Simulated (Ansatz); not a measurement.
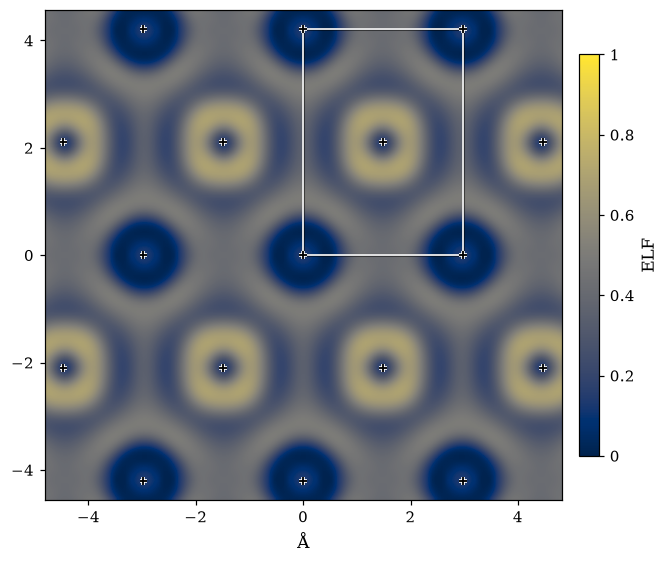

The ELF on a plane through atoms (crosses mark nuclei in the plane).

Computed with DFT PBEsol, scalar-relativistic, plane waves, PAW (Ansatz).

Candidates:
A. CoO, a = 3.13 Å, b = 3.13 Å, c = 14.82 Å, α = 90.00°, β = 90.00°, γ = 120.00°. Space group R3m; a structure from a database of computed crystals, not necessarily the ambient phase; spin-polarised.
B. AlRu, a = 2.98 Å, b = 2.98 Å, c = 2.98 Å, α = 90.00°, β = 90.00°, γ = 90.00°. Space group Pm-3m; a structure from a database of computed crystals, not necessarily the ambient phase; computed without spin polarisation.

### Which candidate gave the map?

Candidate B: AlRu on the (101̄) plane of the conventional cell, which holds Al and Ru. Al–Ru (2.58 Å): the ELF is about 0.40 at the midpoint.
